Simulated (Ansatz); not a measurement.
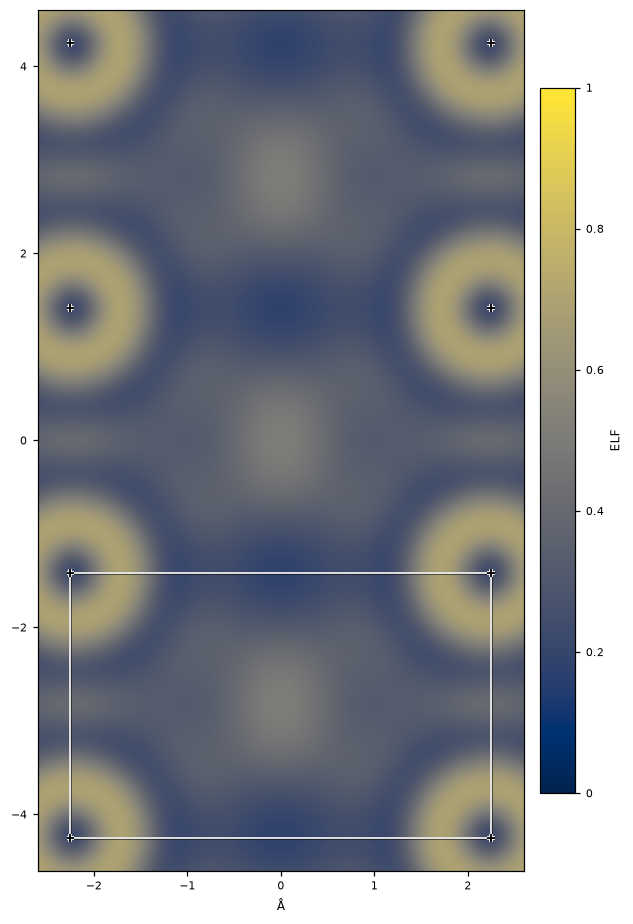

The electron localisation function on a plane through atoms (crosses mark nuclei in the plane).

Computed with Ansatz, DFT, revPBE, plane waves (420 eV) with PAW, scalar-relativistic.

Candidates:
A. Zn, a = 4.66 Å, b = 4.66 Å, c = 2.79 Å, α = 90.00°, β = 90.00°, γ = 120.00°. Space group P6/mmm; set up as Zn, omega (AlB2-type); a generated structure, not necessarily the stable one; changed on purpose from its base cell (volume × 1.08); computed pressure about −3 GPa in this cell.
B. Os, a = 4.50 Å, b = 4.50 Å, c = 2.83 Å, α = 90.00°, β = 90.00°, γ = 120.00°. Space group P6/mmm; set up as Os, omega (AlB2-type); a generated structure, not necessarily the stable one; changed on purpose from its base cell (volume × 1.12); computed pressure about −31 GPa in this cell; computed without spin polarisation.
C. Ni, a = 2.44 Å, b = 2.44 Å, c = 7.98 Å, α = 90.00°, β = 90.00°, γ = 120.00°. Space group P6₃/mmc; set up as Ni, dhcp; a generated structure, not necessarily the stable one; changed on purpose from its base cell (volume × 0.92); computed pressure about 18 GPa in this cell; spin-polarised.

Question: Which system is this?

Answer: Candidate B: Os on the (100) plane of the conventional cell, which holds Os. Os–Os (2.83 Å): the ELF is about 0.40 at the midpoint.
